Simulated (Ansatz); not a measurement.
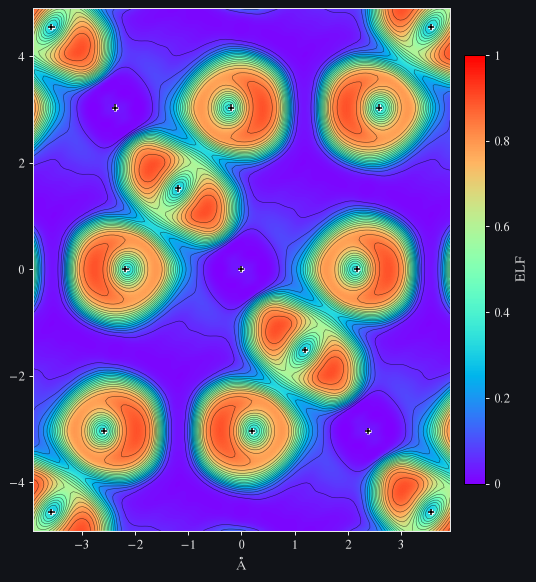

The electron localisation function on a plane through atoms (crosses mark nuclei in the plane).

The calculation used DFT PBE, scalar-relativistic, plane waves, PAW (Ansatz 0.2.0).

Candidates:
A. AlO5, a = 5.26 Å, b = 5.26 Å, c = 7.14 Å, α = 90.00°, β = 90.00°, γ = 120.00°. Space group R-3m; a structure generated by program, which may or may not match a known phase; spin-polarised.
B. ScAl3, a = 5.17 Å, b = 5.40 Å, c = 7.66 Å, α = 90.00°, β = 90.00°, γ = 90.00°. Space group Immm; a structure generated by program, which may or may not match a known phase.
C. Si2Ni, a = 5.45 Å, b = 5.45 Å, c = 5.45 Å, α = 90.00°, β = 90.00°, γ = 90.00°. Space group Fm-3m; a structure generated by program, which may or may not match a known phase; computed without spin polarisation.

Question: Which system is this?

Answer: Candidate A: AlO5 on the (110) plane of the conventional cell, which holds Al and O. Al–O (1.93 Å): the ELF peaks at about 0.90 in the valence shell of O, 0.7 Å from its nucleus, and is about 0.80 at the midpoint. Al–O (2.18 Å): the ELF peaks at about 0.80 in the valence shell of O, 0.6 Å from its nucleus, and is about 0.25 at the midpoint (no localised pair shows between them).
